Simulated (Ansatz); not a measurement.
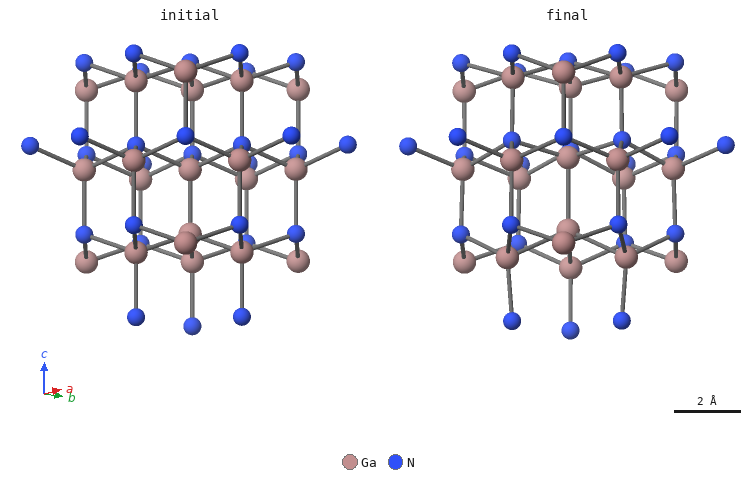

The structure of a defect cell of composition Ga37N35 (coarse preliminary run) before (left) and after (right) a relaxation, at one scale.

A ball-and-stick model of the atoms within 5.0 Å of the atom that moves most (axes of the cell of the calculation (origin shifted)), seen from a free direction.

Case: Ga on a N site (b), charge +0, atoms relaxed at the host's cell.

Level of theory: DFT PBE, scalar-relativistic, plane waves, PAW (Ansatz). (plane-wave cutoff 420 eV; k-point mesh 1 × 1 × 1; occupations gaussian; smearing width 0.01 eV; no spin polarisation; atoms relaxed in a fixed cell; force threshold 0.025 eV/Å; at most 45 steps)

Q: Summarise the run.

A: Over 5 geometry steps the energy falls by 4.329 eV per cell of the calculation. Largest force component: 7.1 eV/Å at the start, 0.021 eV/Å at the end. The largest move is that of a Ga atom, 0.37 Å along +c. Largest moves by element: Ga 0.37 Å, N 0.17 Å. The cell stays as it was. Among the contacts that change: Ga–Ga 1.967 → 2.287 Å, Ga–Ga 1.975 → 2.221 Å, Ga–N 1.975 → 1.928 Å, Ga–N 1.967 → 1.982 Å. Bond angles that change, for instance: Ga–Ga–N 109.8° → 99.9°, Ga–N–Ga 109.2° → 101.4°, N–Ga–N 109.2° → 116.5°.

Limits of the set-up: the k-point mesh is coarse for a cell with partly filled bands.
